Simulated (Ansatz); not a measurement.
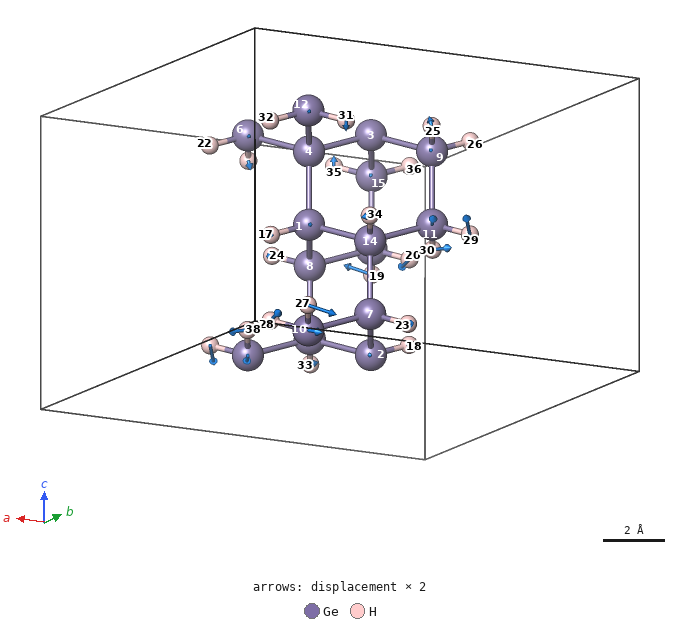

A relaxation of a wire of composition Ge₈H₁₁. The starting structure is drawn; blue arrows show the displacements (the part carried along by the change of the cell is left out), 2 times their true length.

Style: ball-and-stick. Shown: the cell of the calculation, with the vacuum cut short (origin shifted), from a free direction.

Case: wire along [1 1 1], 16 atoms a period, capped with H.

Theory: DFT PBE, scalar-relativistic, plane waves, PAW (Ansatz 0.2.0). (plane-wave cutoff 420 eV; k-point mesh 1 × 1 × 6; occupations gaussian; smearing width 0.05 eV; no spin polarisation; cell relaxed at fixed a, b, alpha, beta, gamma; force threshold 0.02 eV/Å; at most 45 steps)

Question: Atoms of which element are displaced furthest, and by how much?

Answer: Hydrogen: up to 0.57 Å, against 0.31 Å for germanium.

Question: Describe the change and its energy.

Answer: Over 8 accepted moves (9 points after the start) the energy falls by 0.534 eV per cell of the calculation. The largest force component goes from 0.56 to 0.0045 eV/Å. At 1 point the geometry stayed and the basis and grid were re-selected for the new cell (energy shift of 2.3 meV per cell of the calculation at most each time). The largest moves relative to the layer's centre, 0.57 Å, are those of H atoms. By element the largest moves are H 0.57 Å, Ge 0.31 Å. Along the periodic axis the drawn cell goes c 9.978 → 9.910 Å (−0.7 %). Among the contacts that change: Ge–Ge 2.495 → 2.446 Å, Ge–Ge 2.495 → 2.469 Å, Ge–H 1.540 → 1.555 Å. Bond angles that change, for instance: Ge–Ge–Ge 109.5° → 113.5°, Ge–Ge–Ge 109.5° → 112.7°, Ge–Ge–Ge 109.5° → 111.7°.
